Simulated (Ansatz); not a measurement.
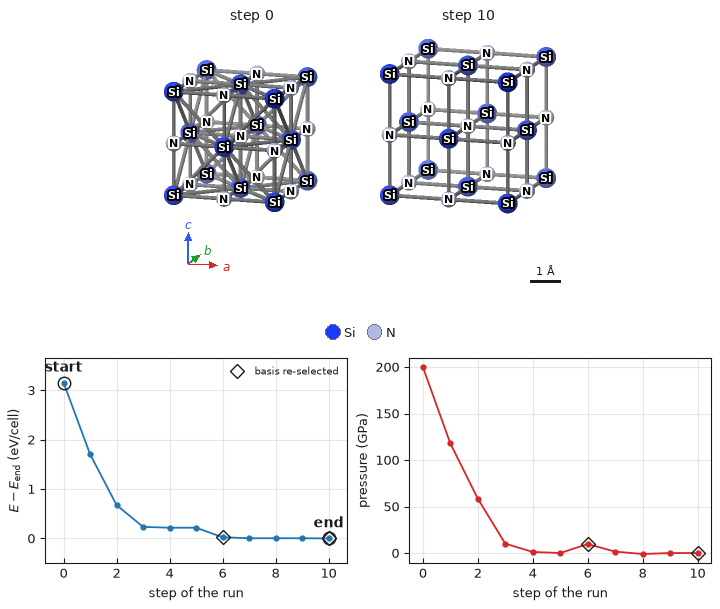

First and last geometry of a relaxation of a crystal of SiN (a generated structure, set up in Fm-3m) (coarse preliminary run), with the history of the run. A ball-and-stick model of the conventional cell (4 times the calculation's cell), seen slightly off an axis. Lengths and directions refer to the drawn axes.

Case: Ti → Si on all its sites, cell and atoms relaxed.

Computed with Ansatz, DFT PBEsol, scalar-relativistic, plane waves, PAW.

Input
```yaml
crystal:
  lattice:
    - [0.0, 1.8032301114, 1.8032301114]
    - [1.8032301114, 0.0, 1.8032301114]
    - [1.8032301114, 1.8032301114, 0.0]
  atoms:
    - { symbol: Si, position: [0.0, 0.0, 0.0] }
    - { symbol: "N", position: [0.5, 0.5, 0.5] }
basis:
  ecutwfc: 420
kpoints:
  mp_grid: { grid: [10, 10, 10] }
hamiltonian:
  xc: pbesol
scf:
  occupations: { method: gaussian, width: 0.1 }
output:
  forces: true
  stress: true
  eigenvalues: true
relax:
  adjacent_minimum: "off"
  f_tol: 0.05
  max_steps: 60
  cell: { stress_tol: 0.5 }
```

Command:
```bash
ansatz run input.yaml --threads 1 --pin off --max-ram 1331MiB --backend cpu --events-out ev --progress --plain --runs-dir out
```

**Read the history and describe the run.**

It converged. No atom moves by more than 0.005 Å relative to the cell. The volume changes by +60.3 %, with a = b = c 3.606 → 4.221 Å (+17.0 %). Near-neighbour distances that change, for instance: Si1–Si1 2.550 → 2.985 Å, Si1–N2 1.803 → 2.110 Å. The space group stays Fm-3m (No. 225). The energy falls by 3.154 eV per cell of the calculation in 8 accepted moves (10 points after the start). All forces vanish by symmetry, so only the cell relaxes. Pressure: 199.91 GPa at the start and 0.02 GPa at the end. At 2 points the geometry stayed and the basis and grid were re-selected for the new cell (energy shift of 0.193 eV per cell of the calculation at most each time). The run took 14 s on 1 thread of Arm Neoverse N1, with other jobs on the host, peak memory 0.26 GiB.
